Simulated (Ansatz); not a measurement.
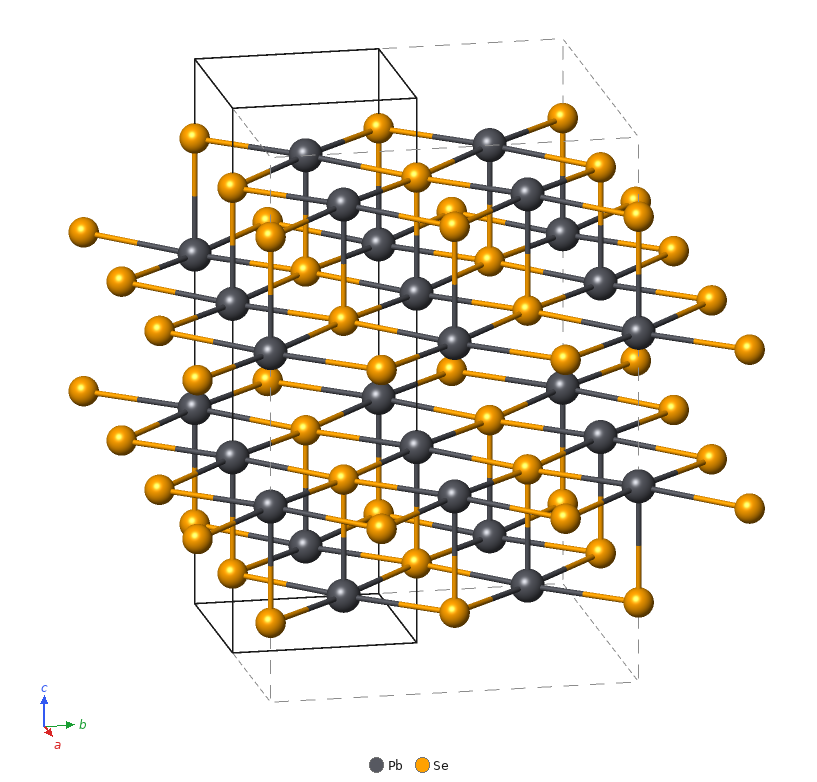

The crystal in a ball-and-stick representation, seen slightly off an axis. 2×2×1 cells are drawn; the solid outline is the conventional unit cell. A few atoms beyond the faces are included.

Explain the picture.

Composition: PbSe. It belongs to space group I4/mmm (No. 139) and has a body-centred tetragonal lattice. Counting shared atoms by their share gives 4 Pb, 4 Se, or 8 atoms. Pb is linked to five Se in a distorted square pyramidal arrangement. The neighbours of Se are five Pb in a distorted square pyramidal arrangement. The bonds build PbSe layers parallel to (001).

The structure comes from a structure listed in the Materials Project. Earlier steps of the study may have refined or changed the cell and positions. It was run through Ansatz as a DFT input.
